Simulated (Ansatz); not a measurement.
**Ba₁₅TiO₁₆ (cell with a defect): density, localisation and related maps**

Input file:

```
crystal:
  lattice:
    - [-5.5739975587, 5.5739975587, 5.5739975587]
    - [5.5739975587, -5.5739975587, 5.5739975587]
    - [5.5739975587, 5.5739975587, -5.5739975587]
  atoms:
    - { symbol: Ti, position: [0.5, 0.0, 0.5], spin: 2.0 }
    - { symbol: Ba, position: [0.5, 0.25, 0.25] }
    - { symbol: Ba, position: [0.5, 0.5, 0.0] }
    - { symbol: Ba, position: [0.75, 0.75, 0.5] }
    - { symbol: Ba, position: [0.5, 0.75, 0.75] }
    - { symbol: Ba, position: [0.75, 0.0, 0.25] }
    - { symbol: Ba, position: [0.75, 0.25, 0.0] }
    - { symbol: Ba, position: [0.0, 0.5, 0.5] }
    - { symbol: Ba, position: [0.75, 0.5, 0.75] }
    - { symbol: Ba, position: [0.0, 0.75, 0.25] }
    - { symbol: Ba, position: [0.0, 0.0, 0.0] }
    - { symbol: Ba, position: [0.25, 0.25, 0.5] }
    - { symbol: Ba, position: [0.0, 0.25, 0.75] }
    - { symbol: Ba, position: [0.25, 0.5, 0.25] }
    - { symbol: Ba, position: [0.25, 0.75, 0.0] }
    - { symbol: Ba, position: [0.25, 0.0, 0.75] }
    - { symbol: O, position: [0.5, 0.75, 0.25] }
    - { symbol: O, position: [0.5, 0.0, 0.0] }
    - { symbol: O, position: [0.5, 0.25, 0.75] }
    - { symbol: O, position: [0.75, 0.5, 0.25] }
    - { symbol: O, position: [0.5, 0.5, 0.5] }
    - { symbol: O, position: [0.75, 0.75, 0.0] }
    - { symbol: O, position: [0.75, 0.0, 0.75] }
    - { symbol: O, position: [0.0, 0.25, 0.25] }
    - { symbol: O, position: [0.75, 0.25, 0.5] }
    - { symbol: O, position: [0.0, 0.5, 0.0] }
    - { symbol: O, position: [0.0, 0.75, 0.75] }
    - { symbol: O, position: [0.25, 0.0, 0.25] }
    - { symbol: O, position: [0.0, 0.0, 0.5] }
    - { symbol: O, position: [0.25, 0.25, 0.0] }
    - { symbol: O, position: [0.25, 0.5, 0.75] }
    - { symbol: O, position: [0.25, 0.75, 0.5] }
  host:
    lattice:
      - [0.0, 2.7869987793, 2.7869987793]
      - [2.7869987793, 0.0, 2.7869987793]
      - [2.7869987793, 2.7869987793, 0.0]
    atoms:
      - { symbol: Ba, position: [0.0, 0.0, 0.0] }
      - { symbol: O, position: [0.5, 0.5, 0.5] }
basis:
  ecutwfc: 420
  xc_grid: 2
kpoints:
  mp_grid: { grid: [2, 2, 2], shift: [0.5, 0.5, 0.5] }
hamiltonian:
  xc: pbe
scf:
  occupations: { method: gaussian, width: 0.01 }
output:
  forces: true
  stress: false
  eigenvalues: true
  populations: true
  charged_corrections: { defect_position: [0.5, 0.0, 0.5] }
  write_density: true
  write_potential: true
  elf: true
  volumetric_format: npy
magnetization:
  spin_polarized: true
relax:
  adjacent_minimum: "off"
  f_tol: 0.025
  max_steps: 45
```

Command:

```sh
ansatz run input.yaml --threads 4 --pin off --max-ram 6144MiB --backend cpu --events-out ev --progress --plain --runs-dir out
```

The fields are those of the relaxed geometry.

Spin-polarised.

All numbers below come from DFT PBE, scalar-relativistic, plane waves, PAW in Ansatz 0.2.0.

Core electrons are frozen (PAW), and the valence fields are smoothed inside the atomic spheres.

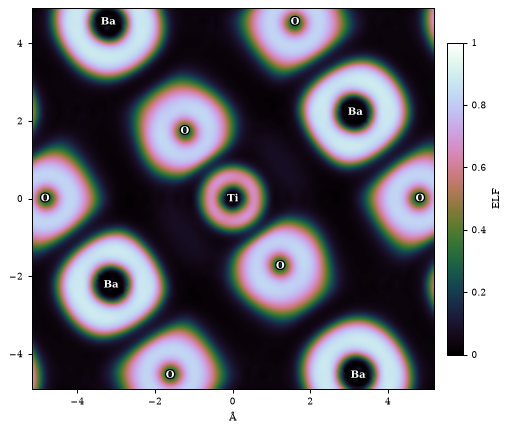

Figure 1. ELF on the (101̄) plane of the calculation cell.

> What do the fields say about this system?

- The plane passes through Ti, Ba and O nuclei.
- Ti–O (2.13 Å): the ELF peaks at about 0.80 in the valence shell of O, 0.6 Å from its nucleus, and is about 0.20 at the midpoint (no localised pair shows between them).
- Ba–O (2.79 Å): the ELF is about 0.15 at the midpoint (no localised pair shows between them).
- The features right at Ti and Ba lie inside the PAW spheres, where the map follows smoothed inner orbitals and isn't to be read closely.

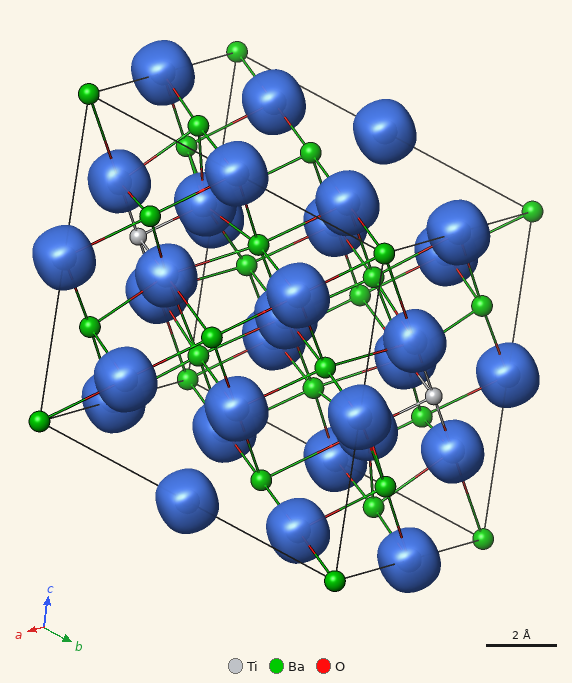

Figure 2. Isosurface of the electron localisation function at 0.7 (blue), seen slightly off an axis. Only the valence region is drawn (cores and ρ < 0.01 e/Å³ removed). Sticks mark near contacts.

> Identify the bonds, lone pairs and shells in this picture.

At this value the surface marks out 16 regions wrapped around O (the valence shell of each), counted in one cell of 32 atoms. Any copies at cell faces, edges or corners count once.

> Metal or insulator at this level of theory?

It is gapless in this calculation (a metal or semimetal).
